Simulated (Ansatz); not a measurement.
# Calculations on SnSe2 and related structures

**1. Relaxation**

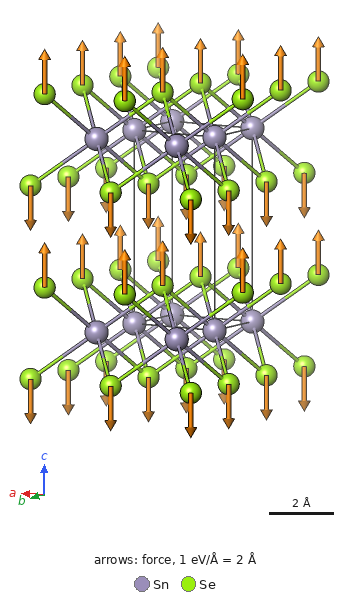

Starting geometry of solid SnSe$_{2}$ (set up in P-3m1) (coarse preliminary run) with the computed forces as orange arrows. Style: ball-and-stick. Shown: the cell of the calculation, repeated 1 × 2 × 1 with one cell outlined, from a free direction.

Level of theory: DFT PBE+D3(BJ), scalar-relativistic, plane waves, PAW (Ansatz 0.2.0).

The input:
```yaml
crystal:
  lattice:
    - [3.8109987816, 0.0, 0.0]
    - [-1.9054993908, 3.3004217586, 0.0]
    - [0.0, 0.0, 6.137]
  atoms:
    - { symbol: Sn, position: [0.0, 0.0, 0.0] }
    - { symbol: Se, position: [0.3333333333, 0.6666666667, 0.25] }
    - { symbol: Se, position: [0.6666666667, 0.3333333333, 0.75] }
basis:
  ecutwfc: 420
kpoints:
  mp_grid: { grid: [6, 6, 4] }
hamiltonian:
  xc: pbe
  dispersion: d3bj
scf:
  occupations: { method: gaussian, width: 0.1 }
output:
  forces: true
  stress: true
  eigenvalues: true
relax:
  adjacent_minimum: "off"
  f_tol: 0.05
  max_steps: 80
  cell: { stress_tol: 0.5 }
```

Command:
```bash
ansatz run input.yaml --threads 1 --pin off --max-ram 2560MiB --backend cpu --events-out ev --progress --plain --runs-dir out
```

> Is this structure relaxed? If not, where do the atoms go?

It isn't relaxed: the largest force vector, on Se atoms, is 0.72 eV/Å. The atoms end up moving mostly along the starting forces (cosine between the two patterns 1.00). The largest moves relative to the cell, 0.088 Å, are those of Se2 and Se3. Se2 goes along +c. Sn stays in place. The drawn cell changes as follows: a = b 3.811 → 3.840 Å (+0.8 %), c 6.137 → 6.023 Å (−1.9 %); the volume changes by −0.3 %. Some distances before and after: Sn1–Se2 2.682 → 2.731 Å. The space group stays P-3m1 (No. 164). After 2 accepted moves (4 points after the start) the energy has fallen by 18.2 meV per atom. Largest force component: 0.72 eV/Å at the start, 0.014 eV/Å at the end. The pressure goes from 2.99 to −0.04 GPa. The line search rejected the trial step at point 1 of the run. At 1 point the geometry stayed and the basis and grid were re-selected for the new cell (energy shift of less than 0.05 meV per atom at most each time). The run took 17 s on 1 thread of Intel(R) Xeon(R) Platinum 8259CL CPU @ 2.50GHz (Skylake/Cascade Lake), with other jobs on the host, peak memory 0.45 GiB.

**2. Relaxation**

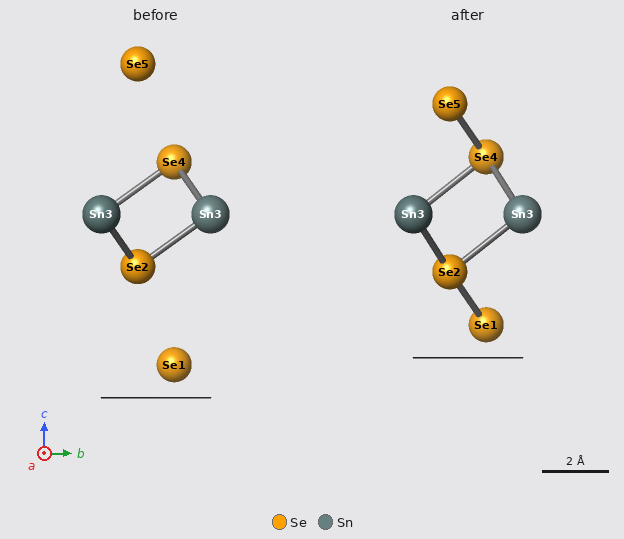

The structure of a slab of composition SnSe4 (cut from the P-3m1 phase) before (left) and after (right) a relaxation, at one scale.

The picture is a ball-and-stick view of the 2 × 1 repeat of the cell, outlined in the plane, without the vacuum, seen along the a axis.

Case: (0 0 1) slab, atoms relaxed. The slab is the (0 0 1) face of SnSe2.

All numbers below come from DFT PBEsol, scalar-relativistic, plane waves, PAW in Ansatz.

Input
```yaml
crystal:
  lattice:
    - [3.8189235643, 0.0, 0.0]
    - [-1.9094617822, 3.3072848218, 0.0]
    - [0.0, 0.0, 24.1191474567]
  atoms:
    - { symbol: Se, position: [0.3333333333, 0.6666666667, 0.3109562647] }
    - { symbol: Se, position: [0.6666666667, 0.3333333333, 0.4342432228] }
    - { symbol: Sn, position: [0.0, 0.0, 0.5] }
    - { symbol: Se, position: [0.3333333333, 0.6666666667, 0.5657567772] }
    - { symbol: Se, position: [0.6666666667, 0.3333333333, 0.6890437353] }
basis:
  ecutwfc: 420
kpoints:
  mp_grid: { grid: [9, 9, 1] }
hamiltonian:
  xc: pbesol
scf:
  occupations: { method: gaussian, width: 0.05 }
output:
  forces: true
  eigenvalues: true
relax:
  adjacent_minimum: "off"
  f_tol: 0.02
  max_steps: 60
efield:
  axis: 3
  dipole_correction: true
  ramp_width: 0.04
```

Launched with:
```bash
ansatz run input.yaml --threads 1 --pin off --max-ram 2560MiB --backend cpu --events-out ev --progress --plain --runs-dir out
```

Summarise the run.

Over 7 accepted moves (8 points after the start) the energy falls by 2.031 eV per cell of the calculation. The largest force component goes from 0.48 to 0.01 eV/Å. 1 step only repeated the SCF at the same geometry. The largest moves relative to the layer's centre, 1.21 Å, are those of Se1 and Se5. Se5 goes along the normal (−c). Sn stays in place. The lattice vectors keep their values. Some distances before and after: Se1–Se2 3.702 → 2.727 Å, Se2–Sn3 2.716 → 2.811 Å. New bonds form: Se1–Se2 (3.70 → 2.73 Å), Se4–Se5 (3.70 → 2.73 Å). Among the angles between lasting bonds that change: Sn3–Se2–Sn3 89.3° → 85.6°, Se2–Sn3–Se2 89.3° → 85.6°, Se2–Sn3–Se4 90.7° → 94.4°.

**3. A change**

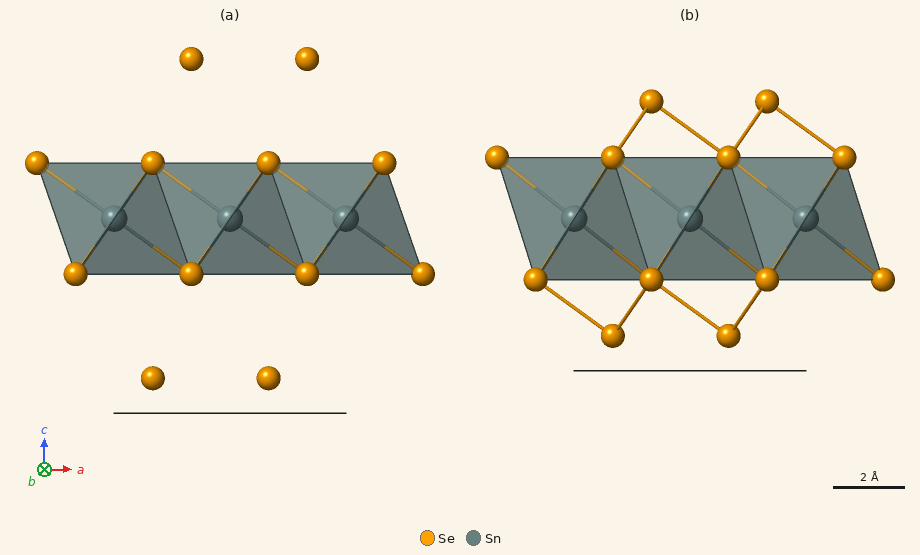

Left: a (0 0 1) slab of SnSe2 as cut from the relaxed bulk. Right: the same structure after one change, at the same scale. Style: polyhedral. Shown: the 2 × 1 repeat of the cell, outlined in the plane, without the vacuum, along the b axis.

All numbers below come from DFT PBEsol, scalar-relativistic, plane waves, PAW in Ansatz 0.2.0. Set-up: plane-wave cutoff 420 eV; occupations gaussian; no spin polarisation. The k-mesh is chosen for each cell (12×12×6, 9×9×1). Smearing widths differ between the runs.

The atoms of the slab are relaxed at the bulk's in-plane cell.

### And its effect?

The slab isn't stoichiometric; relaxing it gains 1.291 J/m². The top spacing, between the Se and Se planes, goes from 2.97 to 1.60 Å (−46.0 %), the bottom one (Se to Se) from 2.97 to 1.60 Å (−46.0 %). The lattice vectors keep their values. The largest moves relative to the layer's centre, 1.21 Å, are those of Se atoms. Sn stays in place. Near-neighbour distances before and after: Se–Se 3.702 → 2.727 Å, Se–Sn 2.716 → 2.811 Å. New contacts form: Se–Se (3.70 → 2.73 Å).
